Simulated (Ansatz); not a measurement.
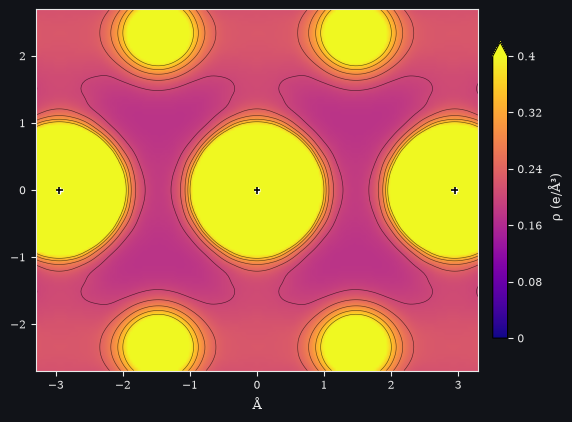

The valence charge density (pseudo) on a plane through atoms (crosses mark nuclei in the plane).

Computed with DFT PBE, scalar-relativistic, plane waves, PAW in Ansatz.

Candidates:
A. Ti, a = 2.95 Å, b = 2.95 Å, c = 4.69 Å, α = 90.00°, β = 90.00°, γ = 120.00°. Space group P6₃/mmc; computed without spin polarisation.
B. Ga$_{18}$HN$_{18}$ (cell charge −1, with a compensating background) (cell with a defect), a = 7.65 Å, b = 7.65 Å, c = 7.65 Å, α = 78.22°, β = 78.22°, γ = 78.22°. 

Which candidate gave the map?

Answer. Candidate A: Ti on the (010) plane of the conventional cell, which holds Ti. Ti–Ti (2.95 Å): the density is about 0.19 e/Å³ at the midpoint.
